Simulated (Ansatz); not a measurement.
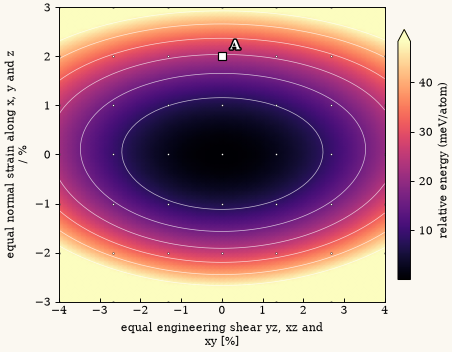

SrTiO3 (I4/mcm, No. 140; 10 atoms in the cell). 
- The energy is mapped over two homogeneous strains (x along [1 0 0], y along [0 1 0], z along [0 0 1] of the conventional cell).
- The first coordinate is: equal engineering shear yz, xz and xy; the second: equal normal strain along x, y and z.
- Nothing is relaxed (fractional coordinates fixed).
- The scan uses a 7 × 7 grid.
- Points are written as (first, second).
- Energies are in meV/atom, from the lowest grid point.
- These are results of DFT PBEsol, scalar-relativistic, plane waves, PAW (Ansatz), not measurements. Settings: cutoff 520 eV, k-mesh 8×8×8, gaussian smearing 0.05 eV, no spin polarisation.

Drawn: a smooth colour map with a few white contour lines, dots at the grid points, one colour for all values above the top of the scale, the point A. Between grid points the surface is interpolated.

Question: Which way does the force act at A, and how strong is it?

Answer: A, at (0.00 %, 2 %), is not a stationary point. The computed force is nearly zero along the first coordinate and 22 meV/atom for each 1 % towards smaller values of the second coordinate.

PAW datasets: the set soft_1.
